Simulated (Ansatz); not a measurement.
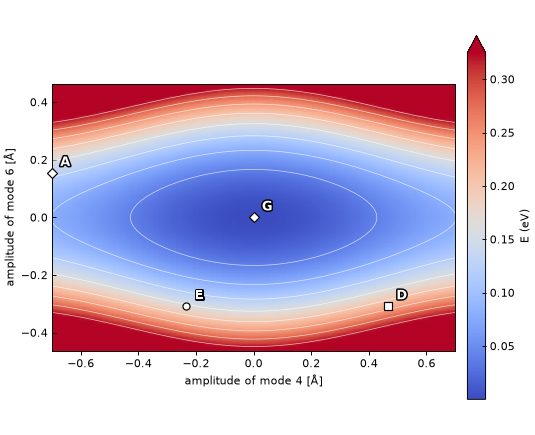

Na (P6_3/mmc, No. 194; 2 atoms in the cell). 
- The energy is mapped over two normal modes frozen in (zone-centre modes of the 2-atom cell of this scan).
- Coordinates scanned: (1) amplitude of mode 4 (55 cm⁻¹), largest displacement; (2) amplitude of mode 6 (129 cm⁻¹), largest displacement.
- Nothing is relaxed (the cell and all other modes fixed).
- Grid: 7 × 7 points; 16 points were computed and 33 follow by symmetry.
- Points are written as (first, second).
- Energies are in eV per cell, from the lowest grid point.
- The calculation used DFT PBE, scalar-relativistic, plane waves, PAW in Ansatz. Settings: cutoff 520 eV, k-mesh 15×15×8 in the order of the run's cell vectors, gaussian smearing 0.15 eV, no spin polarisation.

The picture shows a smooth colour map with a few white contour lines, one colour for all values above the top of the scale, lettered points. Between grid points the surface is interpolated.

### Is G the lowest point of the computed grid?

Yes. G, at (0.000 Å, 0.000 Å), has the lowest energy of the grid.

### What kind of point is each of D, E, G: minimum, saddle, maximum or slope?

D: on a slope; E: on a slope; G: minimum. (In these two coordinates alone; a stationary point may lie a little off the grid point.)

### Rank the lettered points by energy, lowest first.

G (0.000 eV), A (0.129 eV), E (0.167 eV), D (0.226 eV).
